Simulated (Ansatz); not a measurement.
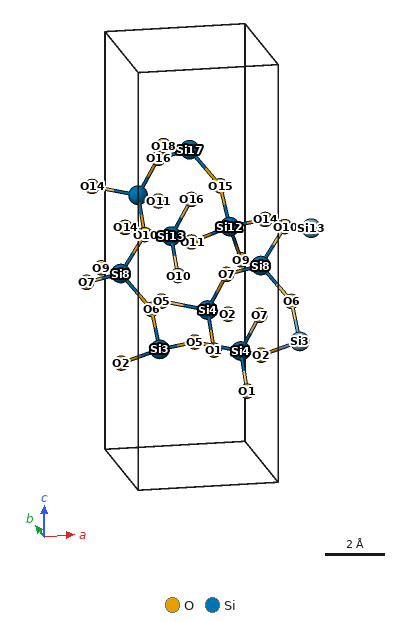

Figure 1. The structure as given in the input (ball-and-stick view of the cell of the calculation, with the vacuum cut short, seen slightly off an axis; neighbours outside the cell are drawn fainter; atoms are numbered from 1 in the order of the input).

Single-point calculation of SiO2

- system: SiO2 (slab, 18 atoms in the cell)
- method: DFT PBE+D3(BJ), scalar-relativistic, plane waves, PAW, no spin polarisation (Ansatz 0.2.0)

The structure derives from an entry of the Crystallography Open Database. It belongs to a series of runs on one base structure; here: the slab at its places in the relaxed adsorbed structure. Figures and captions count atoms from 1; the log counts them from 0 in places.

Output:
```
Engine: ansatz 0.2.0, aarch64-unknown-linux-gnu
Pseudopotentials: kind: paw
Pseudopotential: O, paw, valence charge 6, recommended cutoff 420 eV (normal), O.paw.azcp
Pseudopotential: Si, paw, valence charge 4, recommended cutoff 420 eV (normal), Si.paw.azcp
Functional definition: PBE
  parameter kappa = 0.804
  parameter beta = 0.06672455060314922
  exchange = pbe_x(kappa = kappa, mu = beta*pi^2/3)
  correlation = pbe_c(beta = beta)
Crystal: 18 atoms, lattice volume = 737.829 Å³
Basis set: ecut = 420 eV, 14375 PW (Γ), exchange–correlation on 72×80×384 points (8 copies of the dense FFT grid, shifted against one another)
Bands: 66, of which v1, the nominal top of the filled ones, is band 48 counted from 1 (47 counted from 0)
Symmetry: 1 space group operations
Space group: P1 (ITA 1), of the structure as read, at distance tolerance 9.0e-5 Å
k-points: 5 of 9 (time reversal used)
Non-local potential: O, projectors of the file, l = 0: 2, l = 1: 2, l = 2: 1
Non-local potential: Si, projectors of the file, l = 0: 2, l = 1: 2, l = 2: 2
PAW form: soft (Blöchl's): semilocal exchange-correlation on the pseudo side does not see the compensation charge
PAW one-centre angular grid: O, 110 points (default); XC on 64 Gauss nodes
PAW one-centre angular grid: Si, 110 points (default); XC on 64 Gauss nodes
Initial density: superposition of atomic densities (neutral atoms: chi_scale 0, normalization atom), corrected by the library's trained network
Initial wavefunctions: pseudopotential atomic-orbital guess
Functional: x = pbe(κ = 0.804, μ = 0.2195149727645171), c = pbe(β = 0.06672455060314922)
SCF iter   1: F=—  HF=-10636.415987 eV  |F-HF|=—  |Δ(HF+E_count)|=         —  Δρ=4.76e-3  dr2=1.13e-1  ethr=1.77e-3  p=0.025 e·Å  D=6.19e-3 V/Å  ΔV_dip=-0.17 eV  dr2_dipole=5.74e-4  V_vac-E_F(+/−)=6.59/6.77 eV  ⟨swp⟩=8.6  Hψ=1829  notcnv=0  defer=42
efield: sawtooth ramp at fractional position 0.9111 (placed from the atoms, in the widest stretch of the axis that holds none; the zero of the levels goes with the place), width 0.0400; the density the first Hamiltonian is built on has a dipole p = 0.025 e·Å; the dipole correction subtracts the counter field D = 6.19e-3 V/Å, which shifts the + side's vacuum level by -0.17 eV against the − side's; the planar-averaged density in the ramp window peaks in size at 9.7e-7 e/Å³
preconditioner: auto → Resta (q_TF=auto, 1.942 Å⁻¹)  ε∞=1.8  [insulator: Δε(μ)=0.482 eV  Ē_g=14.862 eV  σ=0.050 eV  W_gap=1.00  n_scr=96 (ndim 8)  ℏωp=13.4 eV  f_vac=0.648  D(μ)=0.00/eV (n_scr^D=0)  ε∞_Penn≈1.8  vacuum switching on, ρ_ref=1.6e-2 e/Å³]
SCF iter   2: F=—  HF=-10636.417347 eV  |F-HF|=—  |Δ(HF+E_count)|=   1.36e-3  Δρ=6.43e-3  dr2=3.58e-1  ethr=1.18e-4  p=0.049 e·Å  D=1.19e-2 V/Å  ΔV_dip=-0.33 eV  dr2_dipole=9.12e-4  V_vac-E_F(+/−)=6.31/6.64 eV  ⟨swp⟩=2.8  Hψ=615  notcnv=0  defer=59
SCF iter   3: F=—  HF=-10636.456358 eV  |F-HF|=—  |Δ(HF+E_count)|=   3.90e-2  Δρ=7.09e-3  dr2=5.60e-1  ethr=1.18e-4  p=0.035 e·Å  D=8.57e-3 V/Å  ΔV_dip=-0.24 eV  dr2_dipole=1.52e-3  V_vac-E_F(+/−)=6.55/6.78 eV  ⟨swp⟩=3.0  Hψ=505  notcnv=0  defer=59
SCF iter   4: F=—  HF=-10636.406706 eV  |F-HF|=—  |Δ(HF+E_count)|=   4.97e-2  Δρ=3.02e-3  dr2=1.12e-1  ethr=1.18e-4  p=0.041 e·Å  D=1.00e-2 V/Å  ΔV_dip=-0.28 eV  dr2_dipole=2.19e-4  V_vac-E_F(+/−)=6.43/6.71 eV  ⟨swp⟩=2.0  Hψ=585  notcnv=0  defer=59
SCF iter   5: F=—  HF=-10636.398012 eV  |F-HF|=—  |Δ(HF+E_count)|=   8.69e-3  Δρ=3.76e-4  dr2=9.37e-4  ethr=1.17e-4  p=0.044 e·Å  D=1.09e-2 V/Å  ΔV_dip=-0.30 eV  dr2_dipole=5.50e-7  V_vac-E_F(+/−)=6.35/6.65 eV  ⟨swp⟩=2.0  Hψ=307  notcnv=0  defer=59
SCF iter   6: F=—  HF=-10636.398269 eV  |F-HF|=—  |Δ(HF+E_count)|=   2.58e-4  Δρ=3.58e-4  dr2=1.47e-3  ethr=9.76e-7  p=0.043 e·Å  D=1.06e-2 V/Å  ΔV_dip=-0.29 eV  dr2_dipole=5.26e-6  V_vac-E_F(+/−)=6.36/6.65 eV  ⟨swp⟩=2.0  Hψ=461  notcnv=0  defer=59
SCF iter   7: F=—  HF=-10636.398228 eV  |F-HF|=—  |Δ(HF+E_count)|=   4.10e-5  Δρ=2.05e-4  dr2=4.65e-4  ethr=9.76e-7  p=0.043 e·Å  D=1.04e-2 V/Å  ΔV_dip=-0.29 eV  dr2_dipole=1.03e-6  V_vac-E_F(+/−)=6.37/6.66 eV  ⟨swp⟩=2.0  Hψ=296  notcnv=0  defer=59
SCF iter   8: F=—  HF=-10636.398222 eV  |F-HF|=—  |Δ(HF+E_count)|=   6.62e-6  Δρ=3.29e-5  dr2=5.71e-6  ethr=4.85e-7  p=0.043 e·Å  D=1.05e-2 V/Å  ΔV_dip=-0.29 eV  dr2_dipole=1.36e-8  V_vac-E_F(+/−)=6.36/6.65 eV  ⟨swp⟩=1.2  Hψ=272  notcnv=0  defer=59
SCF iter   9: F=—  HF=-10636.398415 eV  |F-HF|=—  |Δ(HF+E_count)|=   1.94e-4  Δρ=1.38e-5  dr2=9.36e-7  ethr=5.95e-9  p=0.043 e·Å  D=1.05e-2 V/Å  ΔV_dip=-0.29 eV  dr2_dipole=5.84e-12  V_vac-E_F(+/−)=6.36/6.65 eV  ⟨swp⟩=2.0  Hψ=508  notcnv=0  defer=59
SCF iter  10: F=—  HF=-10636.398416 eV  |F-HF|=—  |Δ(HF+E_count)|=   4.81e-7  Δρ=5.12e-6  dr2=1.99e-7  ethr=9.75e-10  p=0.043 e·Å  D=1.04e-2 V/Å  ΔV_dip=-0.29 eV  dr2_dipole=5.96e-10  V_vac-E_F(+/−)=6.36/6.65 eV  ⟨swp⟩=2.0  Hψ=447  notcnv=0  defer=59
SCF iter  11: F=-10636.398416 eV  HF=-10636.398416 eV  |F-HF|=5.51e-8  |Δ(HF+E_count)|=   4.69e-8  Δρ=2.72e-6  dr2=8.60e-8  ethr=1.04e-10  p=0.043 e·Å  D=1.04e-2 V/Å  ΔV_dip=-0.29 eV  dr2_dipole=1.21e-10  V_vac-E_F(+/−)=6.36/6.65 eV  ⟨swp⟩=21.2  Hψ=2295  notcnv=0
SCF 1 converged in 11 iterations: F = -10636.398416 eV  dr2 = 8.60e-8
  greatest PAW one-centre occupation: 0.875 electrons in one spin orbital (limit 2), on the O atom at site 17 (counted from 0), in its partial waves of l = 0
```

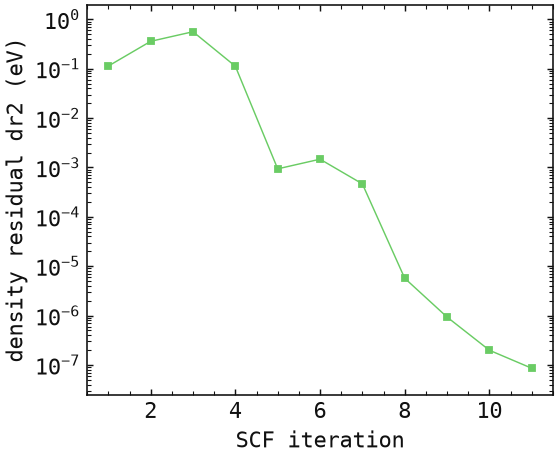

Figure 2. Convergence of the self-consistent field: density residual dr2 against the SCF iteration. The residual comes down, with one marked jump up, by a factor of about 3, at step 2.

```
SCF converged after 11 iterations
Free energy (F): -10636.398416 eV
Harris-Foulkes:  -10636.398416 eV  (|F-HF|=5.51e-8)
Internal energy: -10636.398415 eV  (E = F + TS)
E sigma→0 (E₀):  -10636.398416 eV
Entropy (-TS):   -0.000000 eV (-0.000 meV/atom)
Fermi energy:    -3.069185 eV
Dipole field:    D = 0.010441 V/Å  (p = 0.042572 e·Å, saw-weighted, corrected)
Work function:   Φ+ = 6.3640 eV   Φ− = 6.6531 eV
Levels:          The Fermi level and band energies are counted from a zero that moves with the ramp; work functions are not
--- Per-component energies (eV) ---
  E_band       = -1102.393420
  E_kinetic    = 2387.856551
  E_local      = -75405.893361  (includes V_loc(G=0)·N_el)
  E_nonlocal   = 720.184159
  E_hartree    = 36530.105086
  E_xc         = -1217.476478
  E_vxc        = -1411.495047  (∫ρ·V_xc dr)
  E_paw        = -4982.022903  (= ΣΔE_a)
  E_vpaw       = -453.431841  (= ΣTr[D̂ρ^β])
  E_aug_tail   = 0.030540  (compensation charges beyond the density's cutoff)
  E_efield     = 0.000222  (sawtooth field / dipole correction)
  E_vefield    = 0.145358  (∫n·V_field dr)
  E_ewald      = 31332.840240
  E_disp       = -2.022471  (pairwise vdW)
  E_smearing   = -0.000000  (= −TS)
  E_closure    = -0.000000  (closes the sum)
  Σ components = -10636.398416   (vs F -10636.398416, Δ=0.00e0)
--- Forces (eV/Å), atoms counted from 1 ---
  atom   1  O     -0.24620137     0.45630004     0.55577578
  atom   2  O      1.48451551     1.55032985    -0.48896078
  atom   3  Si    -1.00256497    -0.17847274     2.35012900
  atom   4  Si     0.44935362    -3.64732226    -2.22596741
  atom   5  O     -0.94894835     1.53926455    -0.43095145
  atom   6  O      0.54119207    -0.46921682    -0.91635903
  atom   7  O      0.39253713     0.22570395     1.18063657
  atom   8  Si    -0.74602034     0.50261811     0.04926033
  atom   9  O      0.05987299     0.04657389    -0.02147449
  atom  10  O     -0.00153151     0.00883374     0.00421578
  atom  11  O      0.12221833     0.11011307    -0.09840715
  atom  12  Si     0.01964495    -0.29385916     0.01754317
  atom  13  Si     0.16602886     0.32600724     0.14002217
  atom  14  O     -0.02188721    -0.08121979    -0.01449650
  atom  15  O      0.73681873     0.99220474     0.48185347
  atom  16  O      0.98655696     0.40032709     0.38626312
  atom  17  Si    -4.79590592    -3.50894574    -1.40411057
  atom  18  O      2.80435894     2.02077205     0.43481948
  max |Σ_I F_I| component: 2.08e-4 eV/Å
--- Band table (eV; the first three rows and the last of 5) ---
  k-point 0: bands = ["-24.4770", "-24.1947", "-23.4506", "-23.0797", "-22.9709", "-22.8197", "-22.7836", "-22.4849", "-22.4426", "-22.4107", "-19.5768", "-19.0658", "-13.4920", "-13.4092", "-13.0702", "-12.2436", "-10.8156", "-10.6936", "-10.5649", "-10.5074", "-10.4332", "-10.0496", "-8.5500", "-8.2796", "-8.1013", "-8.0641", "-7.9754", "-7.7556", "-7.6666", "-7.4244", "-7.2003", "-7.0858", "-6.8960", "-6.7704", "-6.5712", "-6.4919", "-6.3759", "-6.2739", "-6.0857", "-6.0695", "-5.8942", "-5.5929", "-5.4553", "-4.8097", "-4.2055", "-3.6089", "-3.4678", "-3.2638", "-2.9138", "-2.5185", "1.5965", "2.7325", "2.8361", "3.0778", "3.4426", "3.4979", "3.6691", "3.8106", "3.8817", "4.2136", "4.2516", "4.4654", "4.6081", "4.8556", "5.0424", "5.4536"]
  k-point 1: bands = ["-24.3054", "-24.1256", "-23.7734", "-23.3588", "-22.8835", "-22.7795", "-22.5508", "-22.4853", "-22.4330", "-22.4051", "-19.5897", "-19.0775", "-14.0507", "-13.5093", "-12.1991", "-11.8471", "-11.1802", "-10.8742", "-10.6696", "-10.5568", "-10.2908", "-10.0545", "-8.6952", "-8.3608", "-8.1349", "-7.9183", "-7.8309", "-7.7574", "-7.5527", "-7.3557", "-7.1673", "-7.0919", "-6.9747", "-6.8140", "-6.6865", "-6.5501", "-6.3931", "-6.2577", "-6.1455", "-6.0049", "-5.7843", "-5.6531", "-5.4477", "-4.9313", "-4.1649", "-3.6775", "-3.4442", "-3.2411", "-2.8122", "-2.4275", "2.1088", "2.6296", "2.9266", "3.2928", "3.3845", "3.8145", "3.8482", "4.0150", "4.1090", "4.2635", "4.4174", "4.6242", "4.7840", "4.9074", "5.0888", "5.2507"]
  k-point 2: bands = ["-24.2630", "-23.9595", "-23.6363", "-23.3587", "-23.0690", "-22.8722", "-22.7132", "-22.5016", "-22.4732", "-22.3916", "-19.5826", "-19.0496", "-13.5868", "-13.1372", "-12.7472", "-12.0929", "-11.2818", "-10.8335", "-10.5454", "-10.4666", "-10.3950", "-9.8781", "-8.4555", "-8.3278", "-8.1427", "-8.0594", "-7.8183", "-7.7529", "-7.5911", "-7.4889", "-7.3103", "-7.2091", "-7.1255", "-6.9089", "-6.7680", "-6.6149", "-6.4810", "-6.3060", "-6.0202", "-5.8919", "-5.8112", "-5.5602", "-5.4236", "-4.8059", "-4.1280", "-3.6452", "-3.6186", "-3.2470", "-2.7359", "-2.3377", "2.2784", "2.8047", "3.1105", "3.3492", "3.6570", "3.8480", "3.9270", "4.0808", "4.2139", "4.3547", "4.5672", "4.7383", "4.8548", "5.0000", "5.1473", "5.3829"]
  k-point 4: bands = ["-24.1400", "-23.9242", "-23.6540", "-23.5560", "-23.1061", "-22.8166", "-22.7023", "-22.4963", "-22.4649", "-22.3914", "-19.5934", "-19.0617", "-13.6607", "-13.2384", "-12.3028", "-11.7874", "-11.6057", "-11.2126", "-10.5544", "-10.3238", "-10.1949", "-10.0786", "-8.6095", "-8.5029", "-8.1599", "-8.0681", "-7.8130", "-7.7054", "-7.4549", "-7.3836", "-7.3071", "-7.1095", "-6.9049", "-6.8314", "-6.6781", "-6.5067", "-6.3906", "-6.2119", "-6.1197", "-6.0142", "-5.9029", "-5.7091", "-5.5805", "-4.8545", "-4.0912", "-3.7147", "-3.5295", "-3.2387", "-2.8198", "-2.3211", "2.6161", "3.0074", "3.2637", "3.3876", "3.6997", "4.0479", "4.1524", "4.3423", "4.4306", "4.5623", "4.6646", "4.7988", "4.9556", "5.0665", "5.2641", "5.4840"]
```

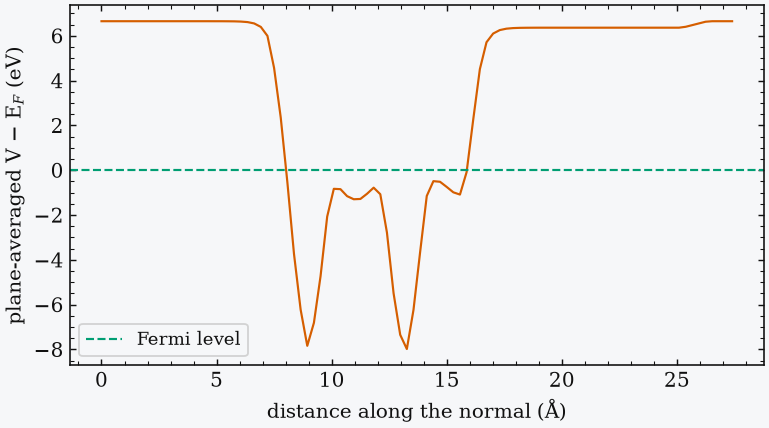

Figure 3. Plane average of the electrostatic potential energy of an electron across the cell, from the Fermi level. The vacuum level lies 6.36 eV above the Fermi level on the upper side and 6.65 eV on the lower.

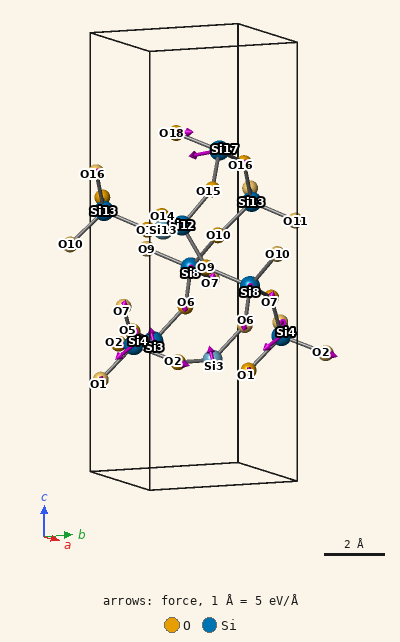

Figure 4. Forces on the atoms as pink arrows (ball-and-stick view of the cell of the calculation, with the vacuum cut short, seen slightly off an axis; neighbours outside the cell are drawn fainter; atoms are numbered from 1 in the order of the input); the smallest are left out. The largest act on Si17 (6.11 eV/Å); Si4 (4.30 eV/Å); O18 (3.48 eV/Å); Si3 (2.56 eV/Å), among others. The geometry is not a stationary point of this energy.

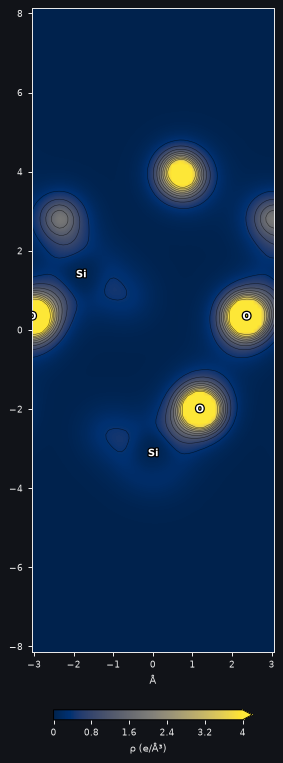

Figure 5. Valence electron density on the (100) plane of the calculation cell, a cut from vacuum to vacuum. The section cuts through Si and O sites. Si–O (1.63 Å): the density is about 1.2 e/Å³ at the midpoint. The density dies away to nearly zero in the vacuum. Core electrons are frozen (PAW), so the fields are smoothed inside the atomic spheres.

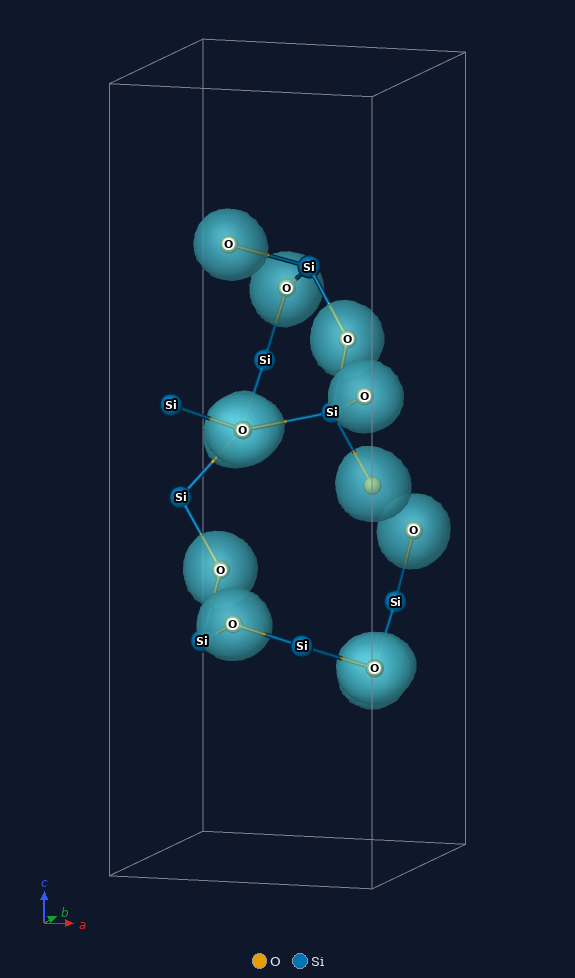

Figure 6. Isosurface of the valence charge density (pseudo) at 1.5 e/Å³ (cyan), seen slightly off an axis. Sticks mark near contacts. At this value the density breaks into separate islands; it holds about 50 % of the electrons treated as valence. It is pinched off along the Si–O (1.62 Å) contacts. On the grid the lowest density along these lines, outside the cores, is 1 e/Å³ (Si–O, 1.62 Å).

The run was set up as follows.

Input:
```yaml
crystal:
  lattice:
    - [4.9152816276, 0.0, 0.0]
    - [0.0, 5.422087407, 0.0]
    - [0.0, 0.0, 27.684751914]
  atoms:
    - { symbol: O, position: [0.726843589, 0.7797716533, 0.288967733] }
    - { symbol: O, position: [0.9310901049, 0.2202283467, 0.3099041231] }
    - { symbol: Si, position: [0.2330595199, 0.3333333333, 0.3185100582] }
    - { symbol: Si, position: [0.7330595199, 0.0, 0.3289290119] }
    - { symbol: O, position: [0.4310901049, 0.1131049867, 0.337534947] }
    - { symbol: O, position: [0.226843589, 0.55356168, 0.358471337] }
    - { symbol: O, position: [0.842066306, 0.8868950133, 0.3796622655] }
    - { symbol: Si, position: [0.0338809602, 0.6666666667, 0.4005986555] }
    - { symbol: O, position: [0.842066306, 0.44643832, 0.4215350455] }
    - { symbol: O, position: [0.2296983486, 0.7715889037, 0.4431421821] }
    - { symbol: O, position: [0.4318179516, 0.21475108, 0.4608947948] }
    - { symbol: Si, position: [0.7317386929, 0.3280470884, 0.4716227472] }
    - { symbol: Si, position: [0.2360142787, -0.0020467814, 0.4817813768] }
    - { symbol: O, position: [0.9328802796, 0.1088012246, 0.490327052] }
    - { symbol: O, position: [0.7142243535, 0.5397645729, 0.5130832128] }
    - { symbol: O, position: [0.3552593476, 0.8982334679, 0.5330790471] }
    - { symbol: Si, position: [0.5248131498, 0.6630620813, 0.5549928976] }
    - { symbol: O, position: [0.2908759066, 0.4642379827, 0.5732438537] }
basis:
  ecutwfc: 420
kpoints:
  mp_grid: { grid: [3, 3, 1] }
hamiltonian:
  xc: pbe
  dispersion: d3bj
scf:
  occupations: { method: gaussian, width: 0.05 }
output:
  forces: true
  eigenvalues: true
  write_density: true
  volumetric_format: npy
efield:
  axis: 3
  dipole_correction: true
  ramp_width: 0.04
```

Command:
```bash
ansatz run input.yaml --threads 2 --pin off --max-ram 5120MiB --backend cpu --events-out ev --progress --plain --runs-dir out
```

Results in brief:

| quantity | value |
| --- | --- |
| outcome | converged |
| electrons treated | 96 |
| free energy | −10636.3984 eV |
| work function, top face | 6.36 eV |
| work function, bottom face | 6.65 eV |
| Fermi energy | −3.069 eV |
| gap on the k-point mesh | 0.32 eV |
| work function (upper face) | 6.36 eV |
| largest force (length of the vector) | 6.106 eV/Å |
| hardware | 2 threads of Arm Neoverse V1, 24 GiB of memory available, shared host |
| wall time | 20 s (CPU time 39 s) |
| peak memory | 0.93 GiB |
